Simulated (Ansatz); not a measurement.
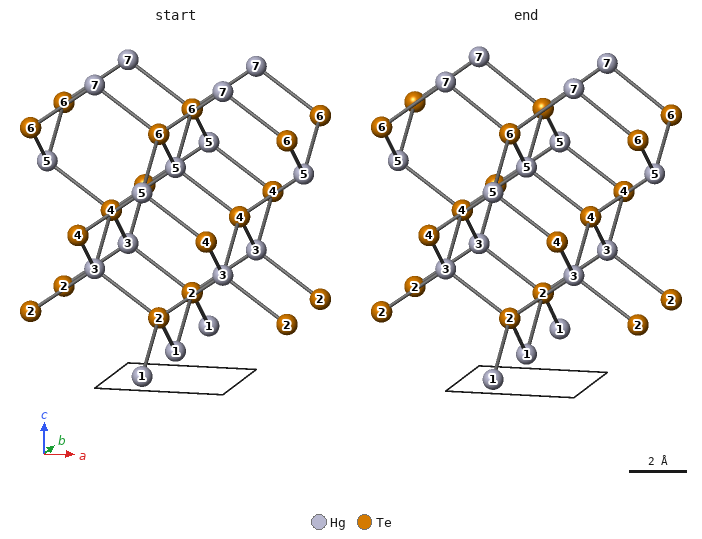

The structure of a slab of composition Hg$_{4}$Te$_{3}$ (cut from the F-43m phase) before (left) and after (right) a relaxation, at one scale.

Style: ball-and-stick. Shown: the cell of the calculation, outlined in the plane, without the vacuum, slightly off an axis.

Case: (1 0 0) slab, atoms relaxed. The slab is the (1 0 0) face of HgTe.

Computed with DFT PBE, scalar-relativistic, plane waves, PAW (Ansatz). Set-up: plane-wave cutoff 420 eV; k-point mesh 8 × 8 × 1; occupations gaussian; smearing width 0.1 eV; no spin polarisation; dipole correction; atoms relaxed in a fixed cell; force threshold 0.02 eV/Å; at most 60 steps.

Question: Describe what moved and what it gained.

Answer: Over 2 accepted moves (3 points after the start) the energy falls by 17.2 meV per cell of the calculation. The largest force component goes from 0.17 to 0.019 eV/Å. 1 step only repeated the SCF at the same geometry. The largest moves, 0.11 Å, are those of Hg1 and Hg7. Hg7 goes along the normal (+c). Largest moves by element: Hg 0.11 Å, Te 0.02 Å. The cell doesn't change. Among the contacts that change: Hg1–Te2 2.879 → 2.933 Å, Hg3–Te4 2.879 → 2.886 Å. Bond angles that change, for instance: Hg7–Te6–Hg7 109.5° → 106.6°, Te6–Hg7–Te6 109.5° → 106.6°.
